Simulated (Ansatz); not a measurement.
**Geometry relaxation, with input and output: AlN (part 1 of 2)**

The run: geometry relaxation of AlN (4 atoms in the cell). Method and program: DFT PBE, scalar-relativistic, plane waves, PAW, no spin polarisation (Ansatz 0.2.0).

The structure derives from an entry of the Crystallography Open Database.

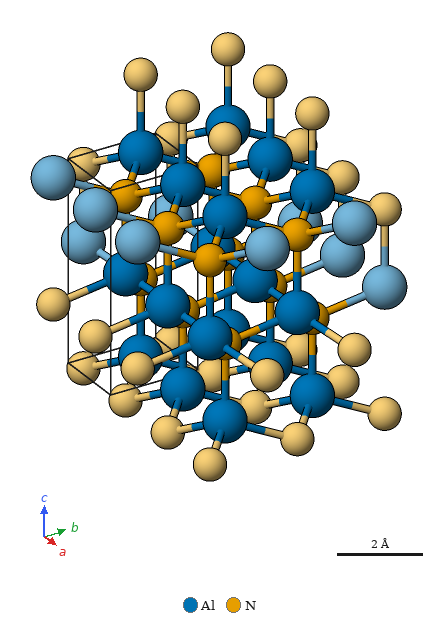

Figure 1. The starting structure (ball-and-stick view of the cell of the calculation, repeated 3 × 2 × 1, seen slightly off an axis; neighbours outside the cell are drawn fainter). An atom can appear more than once, as a periodic image. Near neighbours in the periodic cell (some may lie outside the picture): Al has 4 N at 1.89 Å; N has 4 Al at 1.89 Å.

Summary

| quantity | value |
| --- | --- |
| outcome | converged |
| space group (tolerance 0.01 Å) | P6₃mc (186) |
| electrons treated | 16 |
| free energy | −1848.5080 eV |
| Fermi energy | 8.960 eV |
| gap on the k-point mesh | 4.03 eV |
| pressure | 0.00 GPa |
| final volume | 42.58 Å³ |
| largest force (length of the vector) at the end | under 0.001 eV/Å |
| final cell | a = 3.130 Å, b = 3.130 Å, c = 5.018 Å, α = 90.00°, β = 90.00°, γ = 120.00° |
| hardware | 8 threads of Intel Xeon @ 2.70GHz, 189 GiB of memory available, shared host |
| wall time | 8.4 s (CPU time 38 s) |
| peak memory | 0.42 GiB |

The input
```yaml
crystal:
  lattice:
    - [3.113, 0.0, 0.0]
    - [-1.5565, 2.695937082, 0.0]
    - [0.0, 0.0, 4.981]
  atoms:
    - { symbol: Al, position: [0.3333333333, 0.6666666667, 0.0] }
    - { symbol: Al, position: [0.6666666667, 0.3333333333, 0.5] }
    - { symbol: "N", position: [0.3333333333, 0.6666666667, 0.38] }
    - { symbol: "N", position: [0.6666666667, 0.3333333333, 0.88] }
basis:
  ecutwfc: 420
kpoints:
  mp_grid: { grid: [9, 9, 6] }
hamiltonian:
  xc: pbe
scf:
  occupations: { method: gaussian, width: 0.02 }
output:
  forces: true
  stress: true
  eigenvalues: true
  write_density: true
  write_potential: true
  elf: true
  volumetric_format: npy
relax:
  adjacent_minimum: "off"
  f_tol: 0.005
  max_steps: 80
  cell: { stress_tol: 0.05 }
```

Run as:
```bash
ansatz run input.yaml --threads 8 --pin off --max-ram 22528MiB --backend cpu --events-out ev --progress --plain --runs-dir out
```

What the program printed
```
Engine: ansatz 0.2.0, x86_64-unknown-linux-gnu
Pseudopotentials: kind: paw
Pseudopotential: Al, paw, valence charge 3, recommended cutoff 420 eV (normal), Al.paw.azcp
Pseudopotential: N, paw, valence charge 5, recommended cutoff 420 eV (normal), N.paw.azcp
Functional definition: PBE
  parameter kappa = 0.804
  parameter beta = 0.06672455060314922
  exchange = pbe_x(kappa = kappa, mu = beta*pi^2/3)
  correlation = pbe_c(beta = beta)
Crystal: 4 atoms, lattice volume = 41.803 Å³
Basis set: ecut = 420 eV, 809 PW (Γ), exchange–correlation on 48×48×72 points (8 copies of the dense FFT grid, shifted against one another)
Bands: 12, of which v1, the nominal top of the filled ones, is band 8 counted from 1 (7 counted from 0)
Symmetry: 12 space group operations
Space group: P63mc (ITA 186), of the structure as read, at distance tolerance 3.5e-5 Å
k-points: 48 of 486 (time reversal used)
Non-local potential: Al, projectors of the file, l = 0: 2, l = 1: 2, l = 2: 1
Non-local potential: N, projectors of the file, l = 0: 2, l = 1: 2, l = 2: 1
PAW form: soft (Blöchl's): semilocal exchange-correlation on the pseudo side does not see the compensation charge
PAW one-centre angular grid: Al, 110 points (default); XC on 64 Gauss nodes
PAW one-centre angular grid: N, 110 points (default); XC on 64 Gauss nodes
Initial density: superposition of atomic densities (neutral atoms: chi_scale 0, normalization atom), corrected by the library's trained network
Initial wavefunctions: pseudopotential atomic-orbital guess
Functional: x = pbe(κ = 0.804, μ = 0.2195149727645171), c = pbe(β = 0.06672455060314922)
SCF iter   1: F=—  HF=-1848.497627 eV  |F-HF|=—  |Δ(HF+E_count)|=         —  Δρ=8.36e-4  dr2=1.46e-4  ethr=1.77e-3  ⟨swp⟩=6.2  Hψ=3914  notcnv=0
preconditioner: auto → none  [insulator: Δε(μ)=4.209 eV  Ē_g=13.125 eV  σ=0.020 eV  W_gap=1.00  n_scr=2 (ndim 8)  ℏωp=23.0 eV  f_vac=0.000  D(μ)=0.00/eV (n_scr^D=0)  ε∞_Penn≈4.1]
SCF iter   2: F=—  HF=-1848.497925 eV  |F-HF|=—  |Δ(HF+E_count)|=   2.99e-4  Δρ=3.98e-4  dr2=1.98e-5  ethr=9.15e-7  ⟨swp⟩=2.2  Hψ=1391  notcnv=0
SCF iter   3: F=—  HF=-1848.497781 eV  |F-HF|=—  |Δ(HF+E_count)|=   1.44e-4  Δρ=7.71e-5  dr2=9.62e-7  ethr=1.24e-7  ⟨swp⟩=2.4  Hψ=949  notcnv=0
iter 4 did not close the SCF: its close was put off for the readings that it lacked (scf_convergence_deferred on its scf_iter line)
SCF iter   4: F=-1848.497785 eV  HF=-1848.497784 eV  |F-HF|=1.12e-8  |Δ(HF+E_count)|=   3.01e-6  Δρ=8.96e-6  dr2=1.42e-8  ethr=6.02e-9  ⟨swp⟩=2.0  Hψ=950  notcnv=0
iter 5 did not close the SCF: its close was put off for the readings that it lacked (scf_convergence_deferred on its scf_iter line)
SCF iter   5: F=-1848.497785 eV  HF=-1848.497785 eV  |F-HF|=4.68e-10  |Δ(HF+E_count)|=   1.33e-8  Δρ=1.98e-6  dr2=7.40e-10  ethr=8.88e-11  ⟨swp⟩=2.5  Hψ=957  notcnv=0
SCF iter   6: F=-1848.497785 eV  HF=-1848.497785 eV  |F-HF|=7.28e-12  |Δ(HF+E_count)|=  2.05e-10  Δρ=2.33e-7  dr2=8.44e-12  ethr=4.63e-12  ⟨swp⟩=4.1  Hψ=2782  notcnv=0
SCF 1 converged in 6 iterations: F = -1848.497785 eV  dr2 = 8.44e-12
  greatest PAW one-centre occupation: 0.788 electrons in one spin orbital (limit 2), on the N atom at site 3 (counted from 0), in its partial waves of l = 0
relax step   1: F+E_penalty+E_count = -1848.49778451 eV  Δ(F+E_penalty+E_count) = +0.000e0 eV  max|allowed force component| = 1.292e-1 eV/Å  Δτ_max = 0.0000 Å  P = +3.722 GPa  Ω = 41.803 Å³  (6 SCF iters, accepted)
Crystal: 4 atoms, lattice volume = 42.189 Å³
Basis set: ecut = 420 eV, 833 PW (Γ), exchange–correlation on 48×48×72 points (8 copies of the dense FFT grid, shifted against one another)
Initial density: handed on by an earlier stage of this run
Initial wavefunctions: those handed on with the density
iter 1 solved again at ethr=1.36e-5 eV; its pass at ethr=3.10e-3 eV (dr2=2.18e-3 eV) is discarded
SCF iter   1: F=—  HF=-1848.504661 eV  |F-HF|=—  |Δ(HF+E_count)|=         —  Δρ=2.15e-3  dr2=2.23e-3  ethr=1.36e-5  ⟨swp⟩=1.0  Hψ=3613  notcnv=0
preconditioner: auto → none  [insulator: Δε(μ)=4.115 eV  Ē_g=13.043 eV  σ=0.020 eV  W_gap=1.00  n_scr=2 (ndim 8)  ℏωp=22.9 eV  f_vac=0.000  D(μ)=0.00/eV (n_scr^D=0)  ε∞_Penn≈4.1]
SCF iter   2: F=—  HF=-1848.504013 eV  |F-HF|=—  |Δ(HF+E_count)|=   6.48e-4  Δρ=3.75e-4  dr2=6.76e-5  ethr=1.36e-5  ⟨swp⟩=2.2  Hψ=1019  notcnv=0
SCF iter   3: F=—  HF=-1848.503765 eV  |F-HF|=—  |Δ(HF+E_count)|=   2.48e-4  Δρ=1.40e-4  dr2=5.90e-6  ethr=4.23e-7  ⟨swp⟩=2.0  Hψ=916  notcnv=0
iter 4 did not close the SCF: its close was put off for the readings that it lacked (scf_convergence_deferred on its scf_iter line)
SCF iter   4: F=-1848.503764 eV  HF=-1848.503764 eV  |F-HF|=1.10e-8  |Δ(HF+E_count)|=   5.59e-7  Δρ=8.41e-6  dr2=1.42e-8  ethr=3.69e-8  ⟨swp⟩=2.1  Hψ=963  notcnv=0
iter 5 did not close the SCF: its close was put off for the readings that it lacked (scf_convergence_deferred on its scf_iter line)
SCF iter   5: F=-1848.503764 eV  HF=-1848.503764 eV  |F-HF|=6.86e-10  |Δ(HF+E_count)|=   1.34e-8  Δρ=1.53e-6  dr2=5.15e-10  ethr=8.85e-11  ⟨swp⟩=2.7  Hψ=988  notcnv=0
SCF iter   6: F=-1848.503764 eV  HF=-1848.503764 eV  |F-HF|=6.14e-12  |Δ(HF+E_count)|=  8.15e-10  Δρ=1.78e-7  dr2=9.98e-12  ethr=3.22e-12  ⟨swp⟩=3.9  Hψ=2680  notcnv=0
SCF 2 converged in 6 iterations: F = -1848.503764 eV  dr2 = 9.98e-12
  greatest PAW one-centre occupation: 0.787 electrons in one spin orbital (limit 2), on the N atom at site 3 (counted from 0), in its partial waves of l = 0
relax step   2: F+E_penalty+E_count = -1848.50376403 eV  Δ(F+E_penalty+E_count) = -5.980e-3 eV  max|allowed force component| = 9.147e-2 eV/Å  Δτ_max = 0.0007 Å  P = +1.792 GPa  Ω = 42.189 Å³  energy of the carried Pulay correction = -1.197e-3 eV  (6 SCF iters, dr2 threshold 4.00e-7 eV, accepted)
Crystal: 4 atoms, lattice volume = 42.561 Å³
iter 1 solved again at ethr=1.27e-5 eV; its pass at ethr=3.10e-3 eV (dr2=2.03e-3 eV) is discarded
SCF iter   1: F=—  HF=-1848.506094 eV  |F-HF|=—  |Δ(HF+E_count)|=         —  Δρ=2.07e-3  dr2=2.09e-3  ethr=1.27e-5  ⟨swp⟩=1.0  Hψ=3607  notcnv=0
preconditioner: auto → none  [insulator: Δε(μ)=4.030 eV  Ē_g=12.977 eV  σ=0.020 eV  W_gap=1.00  n_scr=2 (ndim 8)  ℏωp=22.8 eV  f_vac=0.000  D(μ)=0.00/eV (n_scr^D=0)  ε∞_Penn≈4.1]
SCF iter   2: F=—  HF=-1848.505485 eV  |F-HF|=—  |Δ(HF+E_count)|=   6.09e-4  Δρ=3.75e-4  dr2=6.62e-5  ethr=1.27e-5  ⟨swp⟩=2.2  Hψ=1003  notcnv=0
SCF iter   3: F=—  HF=-1848.505230 eV  |F-HF|=—  |Δ(HF+E_count)|=   2.55e-4  Δρ=1.36e-4  dr2=5.56e-6  ethr=4.14e-7  ⟨swp⟩=2.0  Hψ=917  notcnv=0
iter 4 did not close the SCF: its close was put off for the readings that it lacked (scf_convergence_deferred on its scf_iter line)
SCF iter   4: F=-1848.505229 eV  HF=-1848.505229 eV  |F-HF|=1.15e-8  |Δ(HF+E_count)|=   4.68e-7  Δρ=9.85e-6  dr2=2.07e-8  ethr=3.48e-8  ⟨swp⟩=2.1  Hψ=961  notcnv=0
iter 5 did not close the SCF: its close was put off for the readings that it lacked (scf_convergence_deferred on its scf_iter line)
SCF iter   5: F=-1848.505229 eV  HF=-1848.505229 eV  |F-HF|=1.36e-9  |Δ(HF+E_count)|=   1.45e-8  Δρ=2.18e-6  dr2=9.74e-10  ethr=1.29e-10  ⟨swp⟩=2.8  Hψ=1006  notcnv=0
SCF iter   6: F=-1848.505229 eV  HF=-1848.505229 eV  |F-HF|=1.07e-11  |Δ(HF+E_count)|=   1.58e-9  Δρ=1.86e-7  dr2=1.09e-11  ethr=6.09e-12  ⟨swp⟩=4.3  Hψ=2724  notcnv=0
SCF 3 converged in 6 iterations: F = -1848.505229 eV  dr2 = 1.09e-11
relax step   3: F+E_penalty+E_count = -1848.50522908 eV  Δ(F+E_penalty+E_count) = -1.465e-3 eV  max|allowed force component| = 3.164e-2 eV/Å  Δτ_max = 0.0017 Å  P = +0.003 GPa  Ω = 42.561 Å³  energy of the carried Pulay correction = -2.341e-3 eV  (6 SCF iters, dr2 threshold 4.00e-7 eV, accepted)
Crystal: 4 atoms, lattice volume = 42.558 Å³
iter 1 solved again at ethr=1.92e-7 eV; its pass at ethr=3.10e-3 eV (dr2=3.07e-5 eV) is discarded
SCF iter   1: F=—  HF=-1848.505568 eV  |F-HF|=—  |Δ(HF+E_count)|=         —  Δρ=2.62e-4  dr2=3.22e-5  ethr=1.92e-7  ⟨swp⟩=2.8  Hψ=3787  notcnv=0
preconditioner: auto → none  [insulator: Δε(μ)=4.035 eV  Ē_g=12.990 eV  σ=0.020 eV  W_gap=1.00  n_scr=2 (ndim 8)  ℏωp=22.8 eV  f_vac=0.000  D(μ)=0.00/eV (n_scr^D=0)  ε∞_Penn≈4.1]
SCF iter   2: F=—  HF=-1848.505318 eV  |F-HF|=—  |Δ(HF+E_count)|=   2.49e-4  Δρ=9.12e-5  dr2=3.01e-6  ethr=1.92e-7  ⟨swp⟩=2.8  Hψ=941  notcnv=0
SCF iter   3: F=—  HF=-1848.505318 eV  |F-HF|=—  |Δ(HF+E_count)|=   3.66e-7  Δρ=2.26e-5  dr2=9.81e-8  ethr=1.88e-8  ⟨swp⟩=2.2  Hψ=935  notcnv=0
iter 4 did not close the SCF: its close was put off for the readings that it lacked (scf_convergence_deferred on its scf_iter line)
SCF iter   4: F=-1848.505318 eV  HF=-1848.505318 eV  |F-HF|=4.09e-12  |Δ(HF+E_count)|=   3.07e-8  Δρ=1.46e-6  dr2=4.26e-10  ethr=6.13e-10  ⟨swp⟩=1.9  Hψ=903  notcnv=0
iter 5 did not close the SCF: its close was put off for the readings that it lacked (scf_convergence_deferred on its scf_iter line)
SCF iter   5: F=-1848.505318 eV  HF=-1848.505318 eV  |F-HF|=4.55e-12  |Δ(HF+E_count)|=  4.02e-11  Δρ=4.16e-7  dr2=3.95e-11  ethr=2.66e-12  ⟨swp⟩=2.0  Hψ=876  notcnv=0
SCF iter   6: F=-1848.505318 eV  HF=-1848.505318 eV  |F-HF|=6.82e-13  |Δ(HF+E_count)|=  1.02e-11  Δρ=5.56e-8  dr2=4.76e-13  ethr=1.00e-12  ⟨swp⟩=4.0  Hψ=2386  notcnv=0
SCF 4 converged in 6 iterations: F = -1848.505318 eV  dr2 = 4.76e-13
relax step   4: F+E_penalty+E_count = -1848.50531811 eV  Δ(F+E_penalty+E_count) = -8.904e-5 eV  max|allowed force component| = 1.046e-3 eV/Å  Δτ_max = 0.0017 Å  P = -0.003 GPa  Ω = 42.558 Å³  energy of the carried Pulay correction = -2.334e-3 eV  (6 SCF iters, accepted)
iter 1 solved again at ethr=2.17e-9 eV; its pass at ethr=3.10e-3 eV (dr2=3.47e-7 eV) is discarded
SCF iter   1: F=—  HF=-1848.505559 eV  |F-HF|=—  |Δ(HF+E_count)|=         —  Δρ=3.80e-5  dr2=5.02e-7  ethr=2.17e-9  ⟨swp⟩=2.2  Hψ=3924  notcnv=0
preconditioner: auto → none  [insulator: Δε(μ)=4.037 eV  Ē_g=12.990 eV  σ=0.020 eV  W_gap=1.00  n_scr=2 (ndim 8)  ℏωp=22.8 eV  f_vac=0.000  D(μ)=0.00/eV (n_scr^D=0)  ε∞_Penn≈4.1]
SCF iter   2: F=—  HF=-1848.505321 eV  |F-HF|=—  |Δ(HF+E_count)|=   2.38e-4  Δρ=1.74e-5  dr2=9.01e-8  ethr=2.17e-9  ⟨swp⟩=2.0  Hψ=942  notcnv=0
iter 3 did not close the SCF: its close was put off for the readings that it lacked (scf_convergence_deferred on its scf_iter line)
SCF iter   3: F=-1848.505321 eV  HF=-1848.505321 eV  |F-HF|=2.22e-10  |Δ(HF+E_count)|=   1.00e-8  Δρ=2.12e-6  dr2=1.06e-9  ethr=5.63e-10  ⟨swp⟩=2.1  Hψ=960  notcnv=0
iter 4 did not close the SCF: its close was put off for the readings that it lacked (scf_convergence_deferred on its scf_iter line)
SCF iter   4: F=-1848.505321 eV  HF=-1848.505321 eV  |F-HF|=8.14e-11  |Δ(HF+E_count)|=  3.14e-10  Δρ=8.12e-7  dr2=1.03e-10  ethr=6.62e-12  ⟨swp⟩=2.0  Hψ=940  notcnv=0
iter 5 did not close the SCF: its close was put off for the readings that it lacked (scf_convergence_deferred on its scf_iter line)
SCF iter   5: F=-1848.505321 eV  HF=-1848.505321 eV  |F-HF|=3.87e-12  |Δ(HF+E_count)|=  9.14e-11  Δρ=1.30e-7  dr2=5.43e-12  ethr=1.00e-12  ⟨swp⟩=2.0  Hψ=959  notcnv=0
SCF iter   6: F=-1848.505321 eV  HF=-1848.505321 eV  |F-HF|=4.55e-13  |Δ(HF+E_count)|=  9.09e-13  Δρ=2.28e-8  dr2=1.54e-13  ethr=1.00e-12  ⟨swp⟩=3.9  Hψ=2247  notcnv=0
SCF 5 converged in 6 iterations: F = -1848.505321 eV  dr2 = 1.54e-13
relax step   5: F+E_penalty+E_count = -1848.50532095 eV  Δ(F+E_penalty+E_count) = -2.834e-6 eV  max|allowed force component| = 1.442e-4 eV/Å  Δτ_max = 0.0002 Å  P = +0.001 GPa  Ω = 42.558 Å³  energy of the carried Pulay correction = -2.335e-3 eV  (6 SCF iters, accepted)
Initial wavefunctions: pseudopotential atomic-orbital guess (no wavefunctions were taken with the density)
iter 1 solved again at ethr=1.44e-8 eV; its pass at ethr=3.10e-3 eV (dr2=2.30e-6 eV) is discarded
SCF iter   1: F=—  HF=-1848.508091 eV  |F-HF|=—  |Δ(HF+E_count)|=         —  Δρ=1.07e-4  dr2=6.99e-7  ethr=1.44e-8  ⟨swp⟩=3.0  Hψ=5598  notcnv=0
preconditioner: auto → none  [insulator: Δε(μ)=4.038 eV  Ē_g=12.990 eV  σ=0.020 eV  W_gap=1.00  n_scr=2 (ndim 8)  ℏωp=22.8 eV  f_vac=0.000  D(μ)=0.00/eV (n_scr^D=0)  ε∞_Penn≈4.1]
SCF iter   2: F=—  HF=-1848.507855 eV  |F-HF|=—  |Δ(HF+E_count)|=   2.37e-4  Δρ=5.03e-5  dr2=1.26e-7  ethr=4.37e-9  ⟨swp⟩=2.0  Hψ=960  notcnv=0
SCF iter   3: F=—  HF=-1848.507855 eV  |F-HF|=—  |Δ(HF+E_count)|=   7.58e-7  Δρ=9.25e-6  dr2=5.62e-9  ethr=7.89e-10  ⟨swp⟩=2.0  Hψ=960  notcnv=0
SCF iter   4: F=—  HF=-1848.507855 eV  |F-HF|=—  |Δ(HF+E_count)|=   2.61e-8  Δρ=1.09e-6  dr2=1.43e-10  ethr=3.52e-11  ⟨swp⟩=2.0  Hψ=960  notcnv=0
iter 5 did not close the SCF: its close was put off for the readings that it lacked (scf_convergence_deferred on its scf_iter line)
SCF iter   5: F=-1848.507855 eV  HF=-1848.507855 eV  |F-HF|=9.09e-13  |Δ(HF+E_count)|=  2.32e-10  Δρ=8.52e-8  dr2=8.44e-13  ethr=1.00e-12  ⟨swp⟩=2.7  Hψ=996  notcnv=0
SCF iter   6: F=-1848.507855 eV  HF=-1848.507855 eV  |F-HF|=4.55e-13  |Δ(HF+E_count)|=  4.55e-13  Δρ=2.08e-8  dr2=5.10e-14  ethr=1.00e-12  ⟨swp⟩=3.0  Hψ=2129  notcnv=0
SCF 6 converged in 6 iterations: F = -1848.507855 eV  dr2 = 5.10e-14
relax step   6: F+E_penalty+E_count = -1848.50785550 eV  Δ(F+E_penalty+E_count) = -2.535e-3 eV  max|allowed force component| = 2.252e-4 eV/Å  Δτ_max = 0.0000 Å  P = +0.104 GPa  Ω = 42.558 Å³  stress off target by 1.06e-1 GPa  SCF on the basis re-selected at this cell (its energy is not comparable with the rows above)  (6 SCF iters)
basis re-selected at this cell: Δ(F+E_penalty+E_count) = -2.535e-3 eV, ΔP = +0.103 GPa vs the last step (what re-selecting the basis moved, of the pressure what is left beyond the Pulay correction that the steps carried, after the strain that the cell walked since its last selection, with what the two solves' SCF thresholds leave and, on support functions, any second-order correction that the steps lacked; it is no measure of the basis error at this ecutwfc). This SCF's stress stands 1.06e-1 GPa from its target on what of the cell is left free (relax.cell.stress_tol is 5.00e-2 GPa) and its largest allowed force component is 2.25e-4 eV/Å (relax.f_tol is 5.00e-3 eV/Å): not within both, so this SCF does not close the relaxation
Crystal: 4 atoms, lattice volume = 42.581 Å³
iter 1 solved again at ethr=4.23e-8 eV; its pass at ethr=3.10e-3 eV (dr2=6.76e-6 eV) is discarded
```
